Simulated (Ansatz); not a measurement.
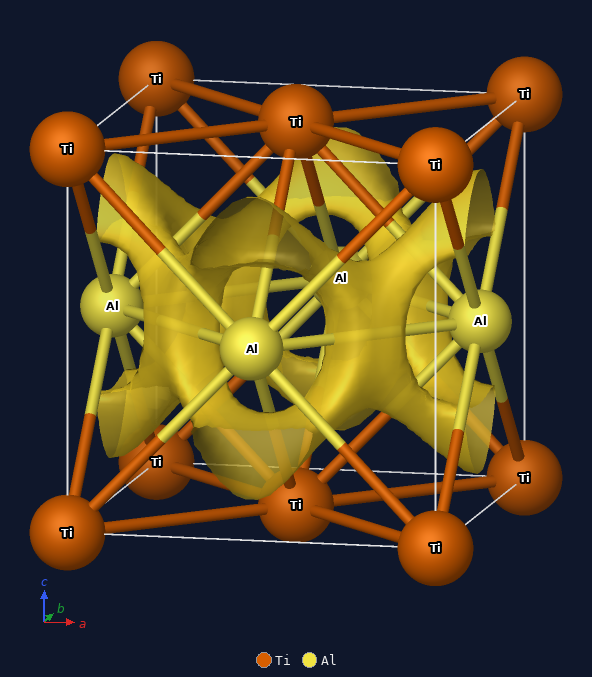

*TiAl. Isosurface of the electron localisation function at 0.65 (yellow), seen slightly off an axis. Core shells and regions of very low density are left out. Sticks mark near contacts.*

Space group Cmmm.

Level of theory: Kohn-Sham DFT of a periodic cell, PBE, Ansatz PAW in Ansatz 0.2.0.

Core electrons are frozen (PAW), and the valence fields are smoothed inside the atomic spheres.

What do the ELF domains correspond to?

The surface consists of sheets that run through the cell in two directions, counted in one cell of 4 atoms. Regions shared between cells count once. Profiles from the grid: Ti–Al (2.83 Å): the ELF is about 0.35 at the midpoint. Ti–Ti (2.84 Å): the ELF is about 0.30 at the midpoint; no localised pair shows between them.
